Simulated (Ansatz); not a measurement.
**A series of single points on ZrC**

System: ZrC (P6₃/mmc, 4 atoms in the cell).
Method: Kohn-Sham DFT of a periodic cell, PBEsol, all-electron LAPW, scalar-relativistic, no spin polarisation (Ansatz 0.2.0).

The 5 runs differ only in the geometry, by a strain of the cell at fixed fractional positions. Against run 3, the strain is εxx = η and εyy = η. The structure derives from a Materials Project entry.

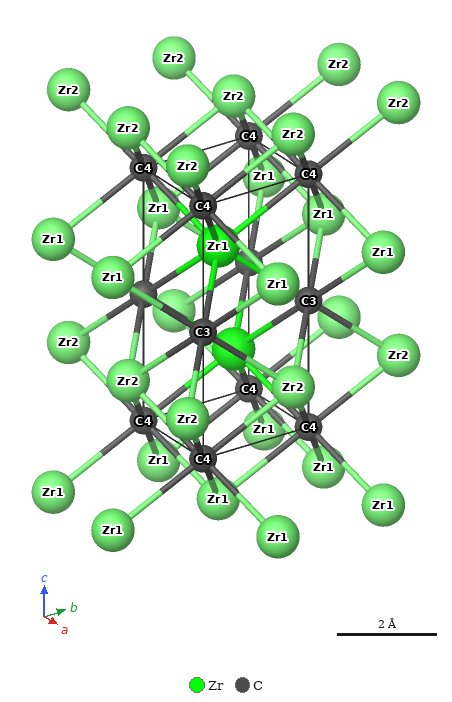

Figure 1. The structure of run 3 (ball-and-stick view of the cell of the calculation, seen slightly off an axis; neighbours outside the cell are drawn fainter; atoms are numbered from 1 in the order of the input). An atom can appear more than once, as a periodic image.

**Input of run 3**
```yaml
crystal:
  lattice:
    - [3.3914762718, 0.0, 0.0]
    - [-1.6957381359, 2.9371046077, 0.0]
    - [0.0, 0.0, 5.290053]
  atoms:
    - { symbol: Zr, position: [0.6666666667, 0.3333333333, 0.75] }
    - { symbol: Zr, position: [0.3333333333, 0.6666666667, 0.25] }
    - { symbol: C, position: [0.0, 0.0, 0.5] }
    - { symbol: C, position: [0.0, 0.0, 0.0] }
kpoints:
  mp_grid: { grid: [9, 9, 5] }
  band_path:
    path:
      - [0.0, 0.0, 0.0]
      - [0.5, 0.0, 0.0]
      - [0.3333333333, 0.3333333333, 0.0]
      - [0.0, 0.0, 0.0]
      - [0.0, 0.0, 0.5]
      - [0.5, 0.0, 0.5]
      - [0.3333333333, 0.3333333333, 0.5]
      - [0.0, 0.0, 0.5]
    npoints: 8
scf:
  occupations: { method: fermi_dirac, width: 0.05 }
hamiltonian:
  xc: pbesol
  pseudopotentials: { kind: all_electron, lapw: { basis_error: 0.002 } }
output:
  forces: true
  stress: true
  eigenvalues: true
```

Command:
```bash
ansatz run input.yaml --threads 2 --pin off --max-ram 8192MiB --backend cpu --events-out ev --progress --plain --runs-dir out
```

Run 2 differs from it as follows:
```diff
-    - [3.3914762718, 0.0, 0.0]
-    - [-1.6957381359, 2.9371046077, 0.0]
+    - [3.3236467464, 0.0, 0.0]
+    - [-1.6618233732, 2.8783625155, 0.0]
```

**Results, with one run withheld**

| run | strain parameter η (%) | free energy per atom, from the lowest run given (meV) | pressure (GPa) |
| --- | --- | --- | --- |
| 1 | −4.0000 | 12.74 | 11.81 |
| 2 | −2.0000 | ? | ? |
| 3 | 0.0000 | 0.00 | −7.77 |
| 4 | 2.0000 | 42.04 | −15.21 |
| 5 | 4.0000 | 110.94 | −21.33 |

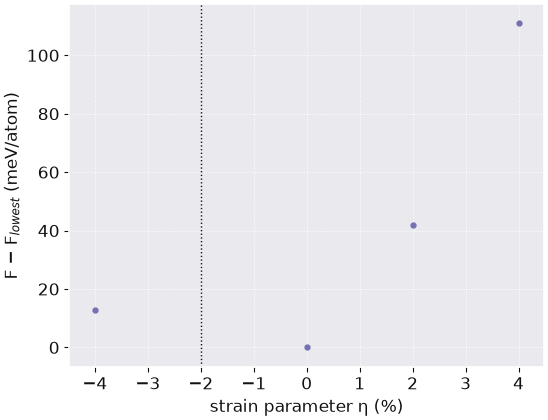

Figure 2. Free energy per atom of the runs given; the dotted line marks run 2.

What should run 2 give?

A quadratic polynomial in the coordinate, fitted to the 4 runs given, misses them by at most 1.18 meV per atom. With x = η − 0.5000, it reads F = 8.0149 + 16.168 x + 3.8189 x² (meV per atom). At run 2 it gives −8.54 meV per atom, and the run itself gives −11.54. The fit has its minimum at η = −1.6168 %. The fit misses that run by 3.00 meV per atom.

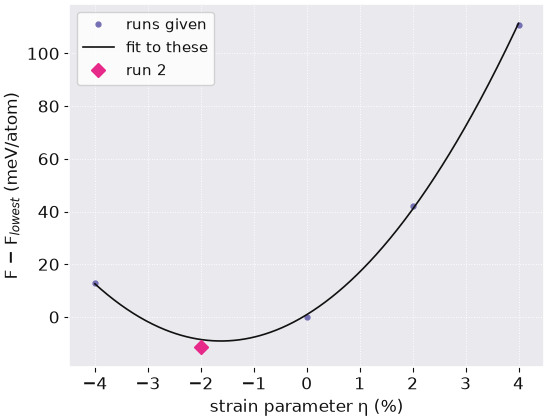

Figure 3. The fit and the withheld run.

**Output, shortened to warnings, some set-up lines, iterations and results (run 2)**
```
Basis set: ecut = 240.7984668469332 eV, 415 PW (Γ), exchange–correlation at level 2
Symmetry: 24 space group operations
k-points: 36 of 405
Initial density: superposition of atomic densities (chi_scale 0.1, normalization cell, long waves kept (reshape's long-wave potential 0.00 eV rms))
[...]
SCF iter   1: F=—  HF=-197815.519133 eV  |F-HF|=—  |Δ(HF+E_count)|=         —  Δρ=1.18e-1  dr2=1.09e1  ethr=1.51e-2  ⟨swp⟩=2.0  Hψ=10188  notcnv=0
SCF iter   2: F=—  HF=-197812.246042 eV  |F-HF|=—  |Δ(HF+E_count)|=    3.27e0  Δρ=2.08e-2  dr2=1.79e-1  ethr=2.50e-4  ⟨swp⟩=2.1  Hψ=7911  notcnv=0
SCF iter   3: F=—  HF=-197812.173595 eV  |F-HF|=—  |Δ(HF+E_count)|=         —  Δρ=1.85e-2  dr2=2.54e-1  ethr=2.49e-4  ⟨swp⟩=2.1  Hψ=5122  notcnv=0
SCF iter   4: F=—  HF=-197812.137354 eV  |F-HF|=—  |Δ(HF+E_count)|=   3.62e-2  Δρ=1.55e-3  dr2=5.73e-4  ethr=2.49e-4  ⟨swp⟩=2.0  Hψ=4742  notcnv=0
SCF iter   5: F=—  HF=-197812.135732 eV  |F-HF|=—  |Δ(HF+E_count)|=   1.62e-3  Δρ=7.63e-4  dr2=1.69e-4  ethr=7.95e-7  ⟨swp⟩=3.0  Hψ=5046  notcnv=0
SCF iter   6: F=—  HF=-197812.135735 eV  |F-HF|=—  |Δ(HF+E_count)|=   2.58e-6  Δρ=2.16e-4  dr2=2.12e-5  ethr=2.35e-7  ⟨swp⟩=2.0  Hψ=4864  notcnv=0
SCF iter   7: F=—  HF=-197812.135720 eV  |F-HF|=—  |Δ(HF+E_count)|=   1.47e-5  Δρ=6.87e-5  dr2=2.68e-6  ethr=2.94e-8  ⟨swp⟩=2.9  Hψ=4917  notcnv=0
SCF iter   8: F=—  HF=-197812.135720 eV  |F-HF|=—  |Δ(HF+E_count)|=   1.76e-7  Δρ=1.83e-5  dr2=2.54e-7  ethr=3.73e-9  ⟨swp⟩=2.0  Hψ=4863  notcnv=0
SCF iter   9: F=-197812.135720 eV  HF=-197812.135720 eV  |F-HF|=9.60e-10  |Δ(HF+E_count)|=   5.67e-8  Δρ=2.14e-6  dr2=1.96e-9  ethr=3.53e-10  ⟨swp⟩=2.0  Hψ=4864  notcnv=0
SCF 1 converged in 9 iterations: F = -197812.135720 eV  dr2 = 1.96e-9
NSCF: frozen V_eff on 57 k-points
SCF converged after 9 iterations
Free energy (F): -197812.135720 eV
Harris-Foulkes:  -197812.135720 eV  (|F-HF|=9.60e-10)
Internal energy: -197812.130820 eV  (E = F + TS)
E sigma→0 (E₀):  -197812.133270 eV
Entropy (-TS):   -0.004900 eV (-1.225 meV/atom)
Fermi energy:    17.149430 eV
--- Per-component energies (eV) ---
  E_band       = -9071.823613
  E_kinetic    = 204228.868548
  E_xc         = -6397.183552
  E_electrostatic = -395643.815815  (all electrons and nuclei)
  E_smearing   = -0.004900  (= −TS)
  E_closure    = 0.000000  (closes the sum)
  E_atoms      = -197774.102901  (free atoms, spherical and without spin; not in F)
  Σ components = -197812.135720   (vs F -197812.135720, Δ=0.00e0)
  Basis errors (estimates in eV, not in F): energy 7.4e-4 per atom: plane waves 6.6e-4 (3.7e-4 summed), levels above the bands 3.2e-51, relativity 8.4e-9, radial functions 8.4e-5, core shells 9.0e-12; eigenvalues (radial functions only) 5.6e-6; not estimated: angular momenta, meshes, grids; target …
--- Forces (eV/Å), atoms counted from 1 ---
  atom   1  Zr    -0.00000000    -0.00000000     0.00000000
  atom   2  Zr     0.00000000     0.00000000     0.00000000
  atom   3  C      0.00000000    -0.00000000     0.00000000
  atom   4  C      0.00000000     0.00000000     0.00000000
  max |Σ_I F_I| component: 3.70e-17 eV/Å
--- Stress (GPa, compression-positive) ---
        1.660754       0.000000       0.000000
        0.000000       1.660754       0.000000
        0.000000       0.000000       0.146049
  P = ⅓ Tr σ = 1.1559 GPa (11.559 kbar)
```
